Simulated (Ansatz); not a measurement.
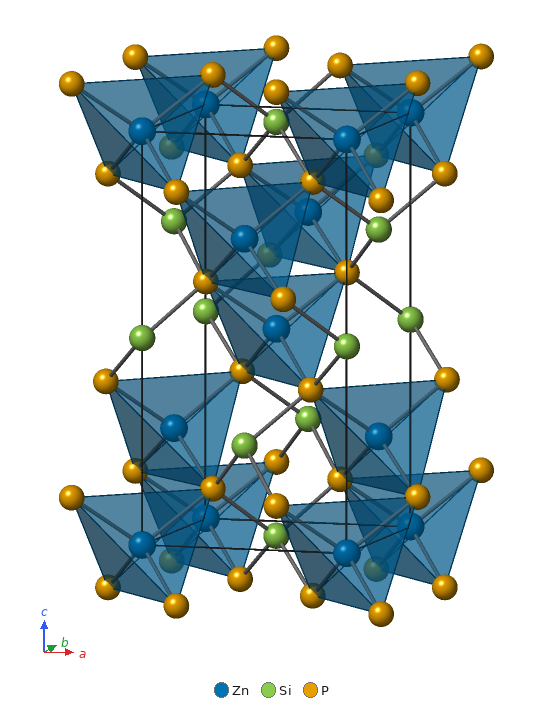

The crystal in a polyhedral representation, seen slightly off an axis. The box is the conventional unit cell; atoms on or close to its faces, edges and corners are drawn wherever they repeat. Some atoms of the next cells are drawn as well.

ZnSiP2, space group I-42d (No. 122), a = 5.37 Å, b = 5.37 Å, c = 10.46 Å, α = 90.00°, β = 90.00°, γ = 90.00°.

Level of theory: DFT r2SCAN, scalar-relativistic, plane waves, PAW in Ansatz. Settings were E_cut = 500 eV, k-points about 0.21 Å⁻¹ apart, Gaussian smearing of 0.02 eV, no spin polarisation.

What does the calculation say: metal or gapped?

A semiconductor at this level, with a gap of 1.55 eV on the k-mesh (the true edges may lie between mesh points, so the gap can be somewhat smaller).

The structure comes from a structure listed in the Materials Project. The atoms were relaxed in a fixed cell with DFT r2SCAN, scalar-relativistic, plane waves, PAW in Ansatz.
